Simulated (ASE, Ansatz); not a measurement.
# Random cubic perovskite alloy of BaHfO3 and BaTiO3 (135 atoms): atom by atom

The starting structure: Cubic perovskite BaHfO3, 3 x 3 x 3 conventional cells, 9 of 27 Hf sites given to Ti at random (x = 0.333), lattice by Vegard's rule (cell 4.113, 4.113, 4.113, 90, 90, 90); not relaxed, displaced by a Gaussian of 0.02 Å.

This is the relaxed geometry. Method: Kohn-Sham DFT, RPBE, PAW (set soft_2), plane waves (Ansatz 0.2.0); cutoff 420 eV, Γ point, fixed occupations.

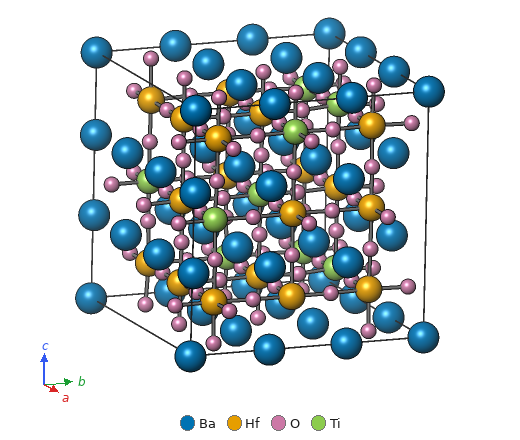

The structure (barium blue, hafnium orange, oxygen pink, titanium green). Some periodic images of atoms are drawn too.

Cell vectors (Å):

```
12.340 0.000 0.000
0.000 12.340 0.000
0.000 0.000 12.340
```

Positions (Å):

```
1 Ba 0.003 12.336 12.320
2 Hf 2.046 2.126 2.073
3 O 2.067 1.995 0.006
4 O 0.014 1.997 2.108
5 O 2.086 12.240 2.089
6 Ba 12.327 0.064 4.145
7 Ti 1.959 2.085 6.163
8 O 2.084 2.029 4.186
9 O 0.104 2.067 6.170
10 O 2.088 0.048 6.182
11 Ba 12.311 0.069 8.169
12 Hf 2.049 2.055 10.258
13 O 2.080 2.023 8.172
14 O 0.011 2.028 10.243
15 O 2.096 12.233 10.323
16 Ba 12.333 4.176 12.332
17 Ti 2.021 6.282 2.046
18 O 2.068 6.168 0.072
19 O 0.088 6.160 2.048
20 O 2.086 4.140 2.064
21 Ba 12.333 4.112 4.139
22 Hf 2.054 6.170 6.146
23 O 2.078 6.151 4.062
24 O 0.009 6.135 6.181
25 O 2.103 4.051 6.179
26 Ba 12.292 4.110 8.199
27 Hf 2.014 6.216 10.299
28 O 2.087 6.159 8.233
29 O 12.299 6.193 10.291
30 O 2.078 4.114 10.324
31 Ba 0.022 8.253 12.333
32 Ti 1.952 10.375 1.999
33 O 2.101 10.258 0.100
34 O 0.103 10.258 2.064
35 O 2.076 8.163 2.082
36 Ba 0.023 8.237 4.073
37 Hf 2.042 10.319 6.115
38 O 2.105 10.249 4.061
39 O 0.014 10.300 6.182
40 O 2.082 8.226 6.191
41 Ba 12.305 8.212 8.240
42 Ti 1.960 10.307 10.190
43 O 2.090 10.276 8.310
44 O 0.109 10.261 10.301
45 O 2.098 8.308 10.327
46 Ba 4.076 12.255 0.011
47 Hf 6.152 2.053 2.053
48 O 6.203 2.015 12.336
49 O 4.113 1.972 2.090
50 O 6.195 12.239 2.026
51 Ba 4.055 0.011 4.117
52 Hf 6.086 2.092 6.169
53 O 6.231 2.032 4.113
54 O 4.087 2.070 6.175
55 O 6.209 12.336 6.136
56 Ba 4.079 12.332 8.234
57 Hf 6.152 2.047 10.286
58 O 6.229 2.029 8.215
59 O 4.116 2.018 10.250
60 O 6.193 12.258 10.258
61 Ba 4.067 4.179 0.028
62 Hf 6.116 6.216 2.082
63 O 6.205 6.185 12.332
64 O 4.058 6.175 2.058
65 O 6.158 4.113 2.037
66 Ba 4.066 4.150 4.125
67 Ti 6.118 6.199 6.181
68 O 6.182 6.182 4.168
69 O 4.192 6.151 6.163
70 O 6.198 4.177 6.156
71 Ba 4.085 4.122 8.190
72 Hf 6.155 6.213 10.270
73 O 6.186 6.186 8.151
74 O 4.117 6.187 10.288
75 O 6.203 4.121 10.260
76 Ba 4.063 8.320 0.030
77 Ti 6.060 10.307 2.143
78 O 6.168 10.274 12.267
79 O 4.192 10.257 2.051
80 O 6.182 8.294 2.031
81 Ba 4.075 8.248 4.065
82 Hf 6.153 10.273 6.223
83 O 6.180 10.260 4.037
84 O 4.117 10.276 6.179
85 O 6.191 8.156 6.140
86 Ba 4.113 8.267 8.266
87 Ti 6.052 10.303 10.363
88 O 6.186 10.261 8.256
89 O 4.177 10.274 10.289
90 O 6.204 8.286 10.248
91 Ba 8.145 12.281 12.336
92 Hf 10.269 2.065 2.071
93 O 10.325 2.081 12.336
94 O 8.232 2.015 2.078
95 O 10.333 12.333 2.057
96 Ba 8.188 0.004 4.115
97 Ti 10.151 2.078 6.166
98 O 10.318 2.064 4.200
99 O 8.306 2.073 6.168
100 O 10.313 0.081 6.178
101 Ba 8.183 12.332 8.253
102 Hf 10.270 2.093 10.263
103 O 10.324 2.070 8.143
104 O 8.236 2.027 10.264
105 O 10.331 12.335 10.263
106 Ba 8.232 4.157 12.316
107 Hf 10.282 6.186 2.033
108 O 10.298 6.158 12.268
109 O 8.231 6.171 2.063
110 O 10.338 4.118 2.051
111 Ba 8.190 4.151 4.148
112 Hf 10.236 6.171 6.189
113 O 10.308 6.151 4.113
114 O 8.179 6.151 6.173
115 O 10.312 4.041 6.181
116 Ba 8.215 4.156 8.211
117 Ti 10.246 6.202 10.287
118 O 10.298 6.157 8.289
119 O 8.305 6.184 10.268
120 O 10.305 4.182 10.267
121 Ba 8.141 8.278 12.331
122 Hf 10.210 10.292 2.056
123 O 10.382 10.268 12.335
124 O 8.193 10.259 2.024
125 O 10.369 8.228 2.057
126 Ba 8.163 8.221 4.119
127 Hf 10.271 10.316 6.166
128 O 10.342 10.290 4.109
129 O 8.229 10.276 6.144
130 O 10.308 8.226 6.180
131 Ba 8.182 8.225 8.255
132 Hf 10.214 10.275 10.281
133 O 10.347 10.273 8.230
134 O 8.209 10.269 10.297
135 O 10.321 8.159 10.267
```

**Question.** What Löwdin charge does each atom carry?

Charges in e, in the order of the atoms, ten a line:

```
+1.805 +1.150 -0.873 -0.865 -0.850 +1.803 +1.253 -0.895 -0.887 -0.903
+1.802 +1.171 -0.897 -0.866 -0.880 +1.808 +1.256 -0.891 -0.878 -0.904
+1.802 +1.160 -0.899 -0.874 -0.891 +1.802 +1.159 -0.871 -0.898 -0.871
+1.796 +1.224 -0.924 -0.835 -0.893 +1.807 +1.156 -0.904 -0.859 -0.868
+1.808 +1.241 -0.844 -0.833 -0.897 +1.794 +1.178 -0.857 -0.861 -0.884
+1.803 +1.147 -0.867 -0.894 -0.876 +1.804 +1.177 -0.867 -0.856 -0.890
+1.813 +1.156 -0.872 -0.897 -0.873 +1.805 +1.276 -0.896 -0.865 -0.901
+1.809 +1.160 -0.886 -0.864 -0.877 +1.789 +1.241 -0.917 -0.892 -0.899
+1.798 +1.154 -0.859 -0.863 -0.877 +1.802 +1.239 -0.907 -0.894 -0.899
+1.808 +1.178 -0.866 -0.861 -0.861 +1.809 +1.252 -0.893 -0.825 -0.901
+1.809 +1.169 -0.897 -0.864 -0.874 +1.813 +1.171 -0.886 -0.876 -0.866
+1.808 +1.157 -0.873 -0.905 -0.894 +1.803 +1.278 -0.895 -0.881 -0.899
+1.803 +1.159 -0.868 -0.909 -0.861 +1.809 +1.176 -0.859 -0.867 -0.864
+1.805 +1.150 -0.863 -0.908 -0.877
```

Forces are small here, 0.0087 eV/Å r.m.s. The Löwdin charges lack the electrons that the projection spills, 0.072 e an atom on average.

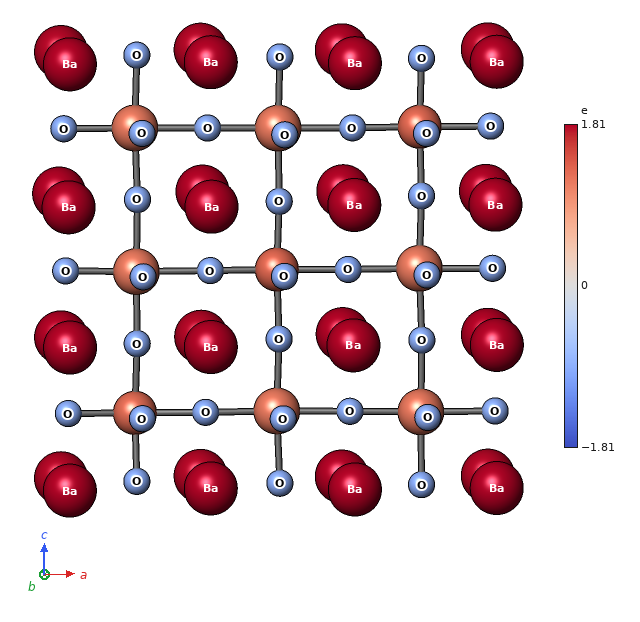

Atoms coloured by Löwdin charge. Drawn is a slice 4 Å thick, seen along the normal of the ac plane.

[Logs are printed without paths, hosts, clocks, repeated set-up lines and the standing remarks that a program may print on its own settings, such as how far it seeks lower states.]

[Hosts, paths, dates, database ids (printed as entryN), source tags and the programs' standing remarks are cut or masked in the printed files.]
